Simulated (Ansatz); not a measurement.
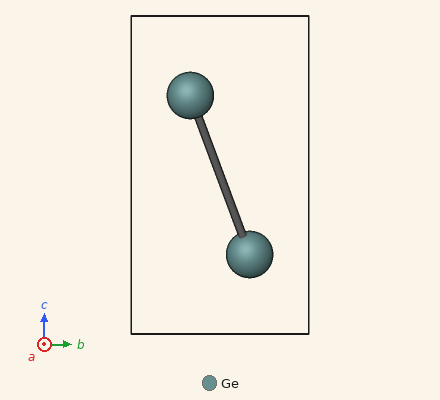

The structure, seen along [100]; the drawing may span several cells.

Structure (in its standard cell), the end point of a relaxation with DFT, r2SCAN, plane waves (500 eV) with PAW, scalar-relativistic in Ansatz; the starting structure was generated, so it need not be a known form of this composition:

```cif
data_structure
_symmetry_space_group_name_H-M 'P 1'
_symmetry_Int_Tables_number 1
_cell_length_a 3.0351
_cell_length_b 3.0351
_cell_length_c 4.7008
_cell_angle_alpha 90.000
_cell_angle_beta 90.000
_cell_angle_gamma 120.000
_cell_volume 37.50
loop_
_atom_site_label
_atom_site_type_symbol
_atom_site_fract_x
_atom_site_fract_y
_atom_site_fract_z
_atom_site_occupancy
Ge1 Ge 0.33333 0.66667 0.25000 1
Ge2 Ge 0.66667 0.33333 0.75000 1
```

Q: What does the kinematic electron diffraction pattern along [100] look like at 300 kV (B = 1 Å²)?

A: The spots form a rectangular net whose two shortest vectors correspond to d = 4.70 Å and 2.63 Å, 90.0° apart. They are 0 0 1 (itself extinct) and 0 1 0. The pattern has symmetry 2mm. A screw axis and a glide plane both extinguish reflections such as 0 0 1, 0 0 3, 0 0 5; reflections such as 0 3 -1, 0 3 1, 0 3 -3 are allowed by the space group but vanish because the atoms sit on special positions.

Strongest reflections with d > 0.80 Å, one of each family (|F|² from tabulated Gaussian fits of the electron scattering factors, times a small damping for the curvature of the Ewald sphere):

```csv
hkl,d (Å),I (strongest = 100)
0 0 2,2.350,100
0 1 1,2.294,72
0 1 0,2.628,31
0 1 3,1.346,21
0 0 4,1.175,19
0 2 1,1.266,17
```

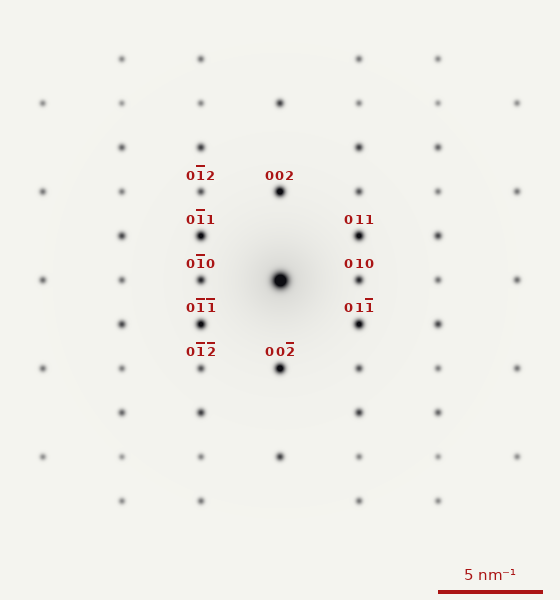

Calculated pattern, seen from the source side with [100] pointing towards the source.
